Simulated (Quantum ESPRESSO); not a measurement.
# CuO: 7 runs along one coordinate

System: CuO (4 atoms in the cell).
Method: Kohn-Sham DFT of a periodic cell, PBE, SSSP 1.3 efficiency PBE, no spin polarisation (Quantum ESPRESSO 7.5).

The 7 runs differ only in the geometry, by an even scaling of the cell at fixed fractional positions. The structure derives from an entry of the Crystallography Open Database.

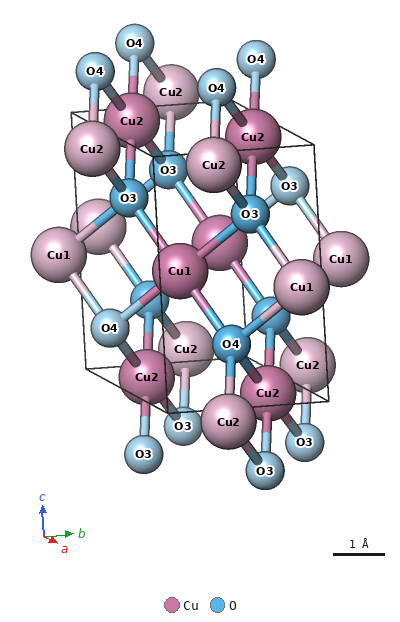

Figure 1. The structure of run 4 (ball-and-stick view of the cell 2 times as large as that of the calculation, set on its symmetry axes, seen slightly off an axis; neighbours outside the cell are drawn fainter; atoms are numbered from 1 in the order of the input).

### Input file of run 4
```
&CONTROL
  calculation = 'scf'
  prefix = 'pwscf'
  outdir = './tmp'
  pseudo_dir = './pseudo'
  tprnfor = .true.
  tstress = .true.
  disk_io = 'low'
/
&SYSTEM
  ibrav = 0
  nat = 4
  ntyp = 2
  ecutwfc = 55
  ecutrho = 440
  nbnd = 25
  occupations = 'smearing'
  smearing = 'fd'
  degauss = 0.00367493
/
&ELECTRONS
  conv_thr = 8d-10
  electron_maxstep = 120
  mixing_beta = 0.5
/
ATOMIC_SPECIES
Cu    63.5460 Cu.paw.z_11.ld1.psl.v1.0.0-low.upf
O     15.9990 O.pbe-n-kjpaw_psl.0.1.UPF
CELL_PARAMETERS angstrom
   2.3418500000   -1.7113000000    0.0000000000
   2.3418500000    1.7113000000    0.0000000000
  -0.8500274268    0.0000000000    5.0578693947
ATOMIC_POSITIONS crystal
Cu     0.5000000000    0.0000000000    0.5000000000
Cu     0.0000000000    0.5000000000    0.0000000000
O      0.4184000000    0.5816000000    0.7500000000
O      0.5816000000    0.4184000000    0.2500000000
K_POINTS automatic
10 10 5 0 0 0
```

### File pp_density.in of run 4
```
&INPUTPP
  prefix = 'pwscf'
  outdir = './tmp'
  filplot = 'density.dat'
  plot_num = 0
/
&PLOT
  nfile = 1
  filepp(1) = 'density.dat'
  iflag = 3
  output_format = 6
  fileout = 'density.cube'
/
```

### File pp_potential.in of run 4
```
&INPUTPP
  prefix = 'pwscf'
  outdir = './tmp'
  filplot = 'potential.dat'
  plot_num = 11
/
&PLOT
  nfile = 1
  filepp(1) = 'potential.dat'
  iflag = 3
  output_format = 6
  fileout = 'potential.cube'
/
```

Command:
```bash
OMP_NUM_THREADS=1 mpirun -n 2 pw.x -nk 2 -in pw.in > pw.out
OMP_NUM_THREADS=1 mpirun -n 1 pp.x -in pp_density.in > pp_density.out
OMP_NUM_THREADS=1 mpirun -n 1 pp.x -in pp_potential.in > pp_potential.out
```

Lattice vectors (Å) and fractional positions of run 4:
```
   2.341850   -1.711300    0.000000
   2.341850    1.711300    0.000000
  -0.850027    0.000000    5.057869
Cu  0.500000 -0.000000  0.500000
Cu  0.000000  0.500000  0.000000
O   0.418400  0.581600  0.750000
O   0.581600  0.418400  0.250000
```

Run 6 has the same physical settings and fractional positions; its lattice vectors (Å) are:
```
   2.372667   -1.733820    0.000000
   2.372667    1.733820    0.000000
  -0.861213    0.000000    5.124428
```

### Results, with one run withheld

| run | volume per atom (Å³) | free energy per atom, from the lowest run given (meV) | pressure (GPa) |
| --- | --- | --- | --- |
| 1 | 9.527 | 51.92 | 18.91 |
| 2 | 9.730 | 30.55 | 13.91 |
| 3 | 9.932 | 15.18 | 9.44 |
| 4 | 10.135 | 5.18 | 5.44 |
| 5 | 10.338 | 0.00 | 1.86 |
| 6 | 10.540 | ? | ? |
| 7 | 10.743 | 2.09 | −4.22 |

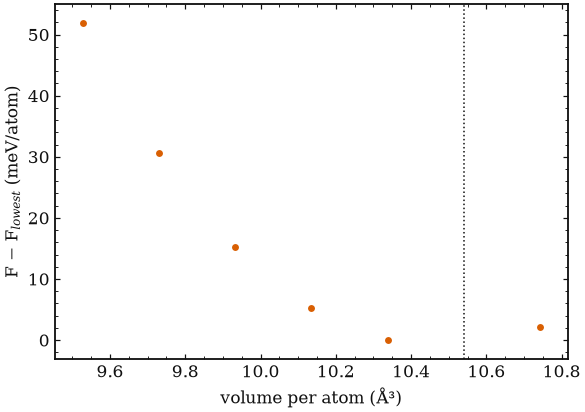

Figure 2. Free energy per atom of the runs given; the dotted line marks run 6.

Estimate the energy of run 6 from the others.

A cubic polynomial in V^(−2/3) (the Birch–Murnaghan form), fitted to the 6 runs given, misses them by at most 0.03 meV per atom. With x = V^(−2/3) − 0.21467 Å⁻², it reads F = 8.5686 + 3281.8 x + 2.8255e+05 x² + 4.3858e+05 x³ (meV per atom). At run 6 it gives −0.89 meV per atom, and the run itself gives −0.89. The slope of the fit gives a pressure −dF/dV of −0.88 GPa there, and the run prints −1.35 GPa. The two needn't agree exactly: the fit is approximate, and the printed stress is taken on a finite basis. The fit has its minimum at 10.482 Å³ per atom, where V d²F/dV² gives 163 GPa. Cell shape and fractional positions are held, so this is the stiffness under even scaling; the relaxed bulk modulus wasn't computed.

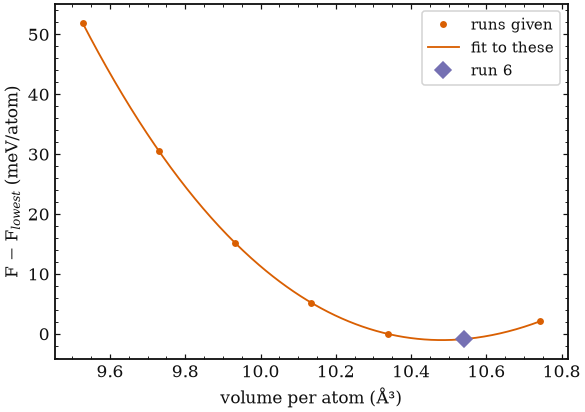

Figure 3. The fit and the withheld run.

### Some lines of the output (run 6)
```
[...]
     total energy              =    -508.88478796 Ry
     total energy              =    -509.08513060 Ry
     total energy              =    -509.39222976 Ry
     total energy              =    -509.39447164 Ry
     total energy              =    -509.39463358 Ry
     total energy              =    -509.39464843 Ry
     total energy              =    -509.39464950 Ry
     total energy              =    -509.39464965 Ry
     total energy              =    -509.39464966 Ry
     the Fermi energy is     9.1792 ev
!    total energy              =    -509.39464966 Ry
     The total energy is F=E-TS. E is the sum of the following terms:
     Computing stress (Cartesian axis) and pressure
          total   stress  (Ry/bohr**3)                   (kbar)     P=      -13.48
```

Notes: The run has no spin polarisation, so a magnetic state may lie lower.
